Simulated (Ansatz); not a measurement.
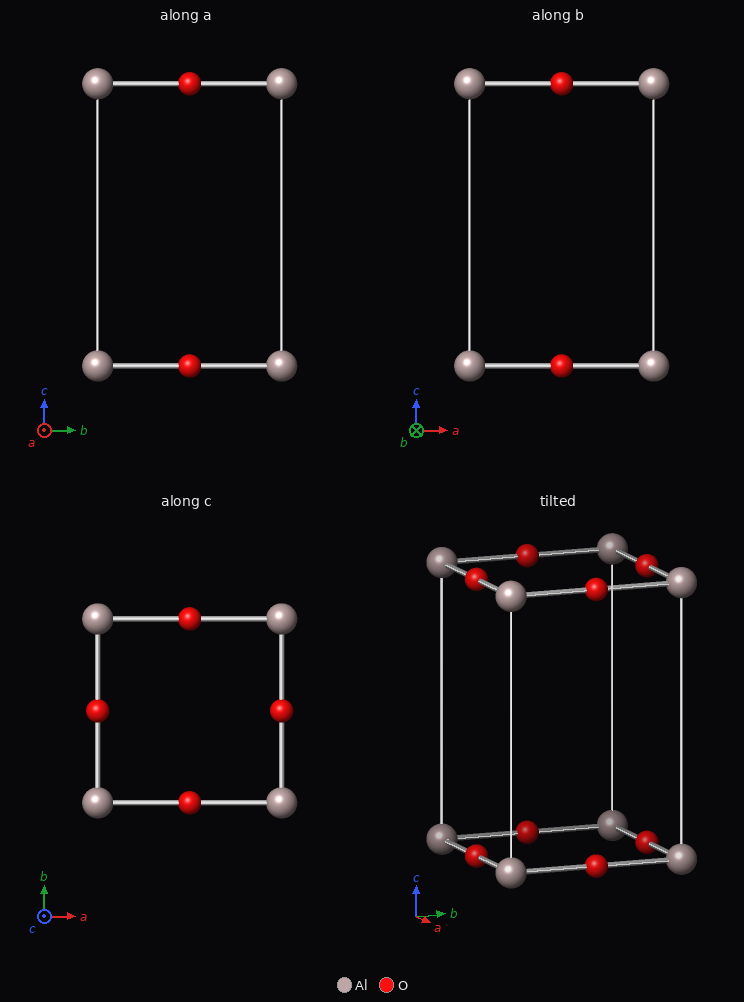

We look at a ball-and-stick model of the crystal along the a axis, along the b axis, along the c axis and slightly off an axis. The parallelepiped is the conventional unit cell.

Lattice parameters: a = 3.5284 Å, b = 3.5284 Å, c = 5.4144 Å, α = 90.000°, β = 90.000°, γ = 90.000°.

Q: From the views, write a CIF in P1 with every atom of the cell.

A:
```cif
data_structure
_symmetry_space_group_name_H-M 'P 1'
_symmetry_Int_Tables_number 1
_cell_length_a 3.5284
_cell_length_b 3.5284
_cell_length_c 5.4144
_cell_angle_alpha 90.000
_cell_angle_beta 90.000
_cell_angle_gamma 90.000
_cell_volume 67.41
loop_
_atom_site_label
_atom_site_type_symbol
_atom_site_fract_x
_atom_site_fract_y
_atom_site_fract_z
_atom_site_occupancy
Al1 Al 0.0000 0.0000 0.0000 1
O1 O 0.0000 0.5000 0.0000 1
O2 O 0.5000 0.0000 0.0000 1
```

The initial geometry was a random cell made by a generator, so it need not be a real form of the compound. This is the structure after a relaxation with DFT PBE, scalar-relativistic, plane waves, PAW (Ansatz 0.2.0).
